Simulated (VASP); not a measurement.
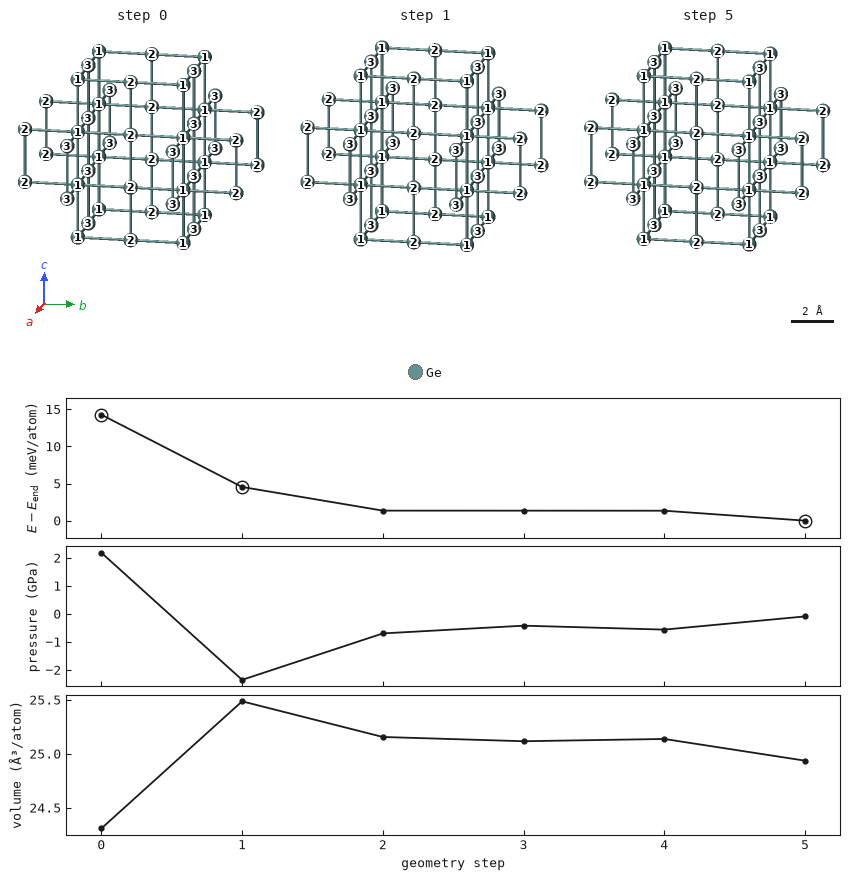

Frames of a relaxation of a crystal of Ge (a generated structure, set up in P4/mmm), marked on the history of the run. The picture is a ball-and-stick view of the cell of the calculation, seen slightly off an axis.

The run lets cell and atoms move.

Theory: Kohn-Sham DFT of a periodic cell, revPBE with D4, VASP PAW PBE potentials, recommended (VASP 6.6.1).

Input
```
  ALGO = Normal
  EDIFF = 1E-6
  EDIFFG = -0.02
  ENCUT = 600
  GGA = RE
  IBRION = 2
  ISIF = 3
  ISMEAR = -1
  IVDW = 13
  LASPH = T
  LCHARG = F
  LREAL = F
  LWAVE = F
  NELM = 100
  NSW = 40
  PREC = Accurate
  SIGMA = 0.05
```

Run as
```bash
cat potpaw_PBE.64/Ge_d/POTCAR > POTCAR
mpirun -np 1 vasp_std > vasp.out
```

Q: Describe the path.

A: The atoms keep their places relative to the cell (all moves are under 0.005 Å). The drawn cell changes as follows: a = b 5.241 → 5.227 Å (−0.3 %), c 2.655 → 2.738 Å (+3.1 %); the volume changes by +2.6 %. Near-neighbour distances that change, for instance: Ge1–Ge1 2.655 → 2.738 Å, Ge1–Ge2 2.620 → 2.614 Å. The space group stays P4/mmm (No. 123). Over 5 geometry steps the energy falls by 14.3 meV per atom. All forces vanish by symmetry, so only the cell relaxes. The pressure goes from 2.18 to −0.09 GPa. From step 0 to 1: volume +4.8 %, energy −9.7 meV per atom. From step 1 to 5: volume −2.2 %, energy −4.5 meV per atom.

| step | E − E(0), meV/atom | pressure, GPa | volume, Å³/atom |
| --- | --- | --- | --- |
| 0 | 0.00 | 2.18 | 24.309 |
| 1 | -9.74 | -2.35 | 25.486 |
| 2 | -12.92 | -0.70 | 25.156 |
| 3 | -12.93 | -0.42 | 25.117 |
| 4 | -12.93 | -0.56 | 25.138 |
| 5 | -14.27 | -0.09 | 24.937 |
